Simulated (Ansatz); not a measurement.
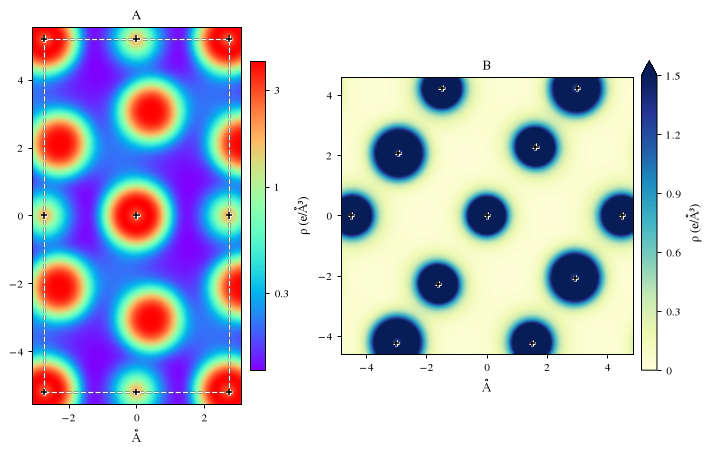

The valence electron density of 2 systems, each on a plane through atoms (crosses mark nuclei in the plane).

These are results of DFT PBE, scalar-relativistic, plane waves, PAW in Ansatz 0.2.0, not measurements.

System 1: Sr₁₅O₁₇ (cell charge +2, with a compensating background) (cell with a defect), the (100) plane of the calculation cell. 

```yaml
crystal:
  lattice:
    - [-5.19490, 5.19490, 5.19490]
    - [5.19490, -5.19490, 5.19490]
    - [5.19490, 5.19490, -5.19490]
  atoms:
    - { symbol: O, position: [0.50000, 0.75000, 0.25000] }
    - { symbol: Sr, position: [0.50000, 0.99501, 0.00499] }
    - { symbol: Sr, position: [0.50000, 0.25000, 0.75000] }
    - { symbol: Sr, position: [0.74501, 0.50499, 0.25000] }
    - { symbol: Sr, position: [0.50000, 0.50499, 0.49501] }
    - { symbol: Sr, position: [0.74501, 0.75000, 0.00499] }
    - { symbol: Sr, position: [0.74501, 0.99501, 0.74002] }
    - { symbol: Sr, position: [0.00000, 0.25000, 0.25000] }
    - { symbol: Sr, position: [0.74501, 0.24002, 0.49501] }
    - { symbol: Sr, position: [0.00998, 0.50499, 0.00499] }
    - { symbol: Sr, position: [0.00000, 0.75000, 0.75000] }
    - { symbol: Sr, position: [0.25499, 0.99501, 0.25000] }
    - { symbol: Sr, position: [0.99002, 0.99501, 0.49501] }
    - { symbol: Sr, position: [0.25499, 0.25998, 0.00499] }
    - { symbol: Sr, position: [0.25499, 0.50499, 0.75998] }
    - { symbol: Sr, position: [0.25499, 0.75000, 0.49501] }
    - { symbol: O, position: [0.50000, 0.48035, 0.98035] }
    - { symbol: O, position: [0.50000, 0.75000, 0.75000] }
    - { symbol: O, position: [0.50000, 0.01965, 0.51965] }
    - { symbol: O, position: [0.75000, 0.25000, 0.00000] }
    - { symbol: O, position: [0.50000, 0.25000, 0.25000] }
    - { symbol: O, position: [0.75000, 0.50000, 0.75000] }
    - { symbol: O, position: [0.76965, 0.75000, 0.51965] }
    - { symbol: O, position: [0.00000, 0.00000, 0.00000] }
    - { symbol: O, position: [0.76965, 0.01965, 0.25000] }
    - { symbol: O, position: [0.00000, 0.25000, 0.75000] }
    - { symbol: O, position: [0.00000, 0.50000, 0.50000] }
    - { symbol: O, position: [0.23035, 0.75000, 0.98035] }
    - { symbol: O, position: [0.00000, 0.75000, 0.25000] }
    - { symbol: O, position: [0.25000, 0.00000, 0.75000] }
    - { symbol: O, position: [0.25000, 0.25000, 0.50000] }
    - { symbol: O, position: [0.23035, 0.48035, 0.25000] }
```

System 2: Zr₆H, the (011̄) plane of the conventional cell. Space group I222; a structure from a database of computed crystals, not necessarily the ambient phase; computed without spin polarisation.

```
CELL_PARAMETERS angstrom
-5.46620 0.00000 0.00000
0.00000 0.00000 -6.22578
0.00000 -8.34749 0.00000
ATOMIC_POSITIONS crystal
Zr 0.50000 0.00000 0.50000
Zr 0.00000 0.50000 0.00000
Zr 0.50000 0.50000 0.50000
Zr 0.00000 0.00000 0.00000
Zr 0.92160 0.74719 0.67746
Zr 0.42160 0.24719 0.17746
Zr 0.57840 0.75281 0.17746
Zr 0.07840 0.25281 0.67746
Zr 0.57840 0.24719 0.82254
Zr 0.07840 0.74719 0.32254
Zr 0.42160 0.75281 0.82254
Zr 0.92160 0.25281 0.32254
H 0.50000 0.50000 0.00000
H 0.00000 0.00000 0.50000
```

Which map belongs to which system?

Panel A is system 2, Zr₆H: the plane holds Zr and H. Panel B is system 1, Sr₁₅O₁₇: the plane holds O and Sr. Sr–O (2.39 Å): the density is about 0.34 e/Å³ at the midpoint.
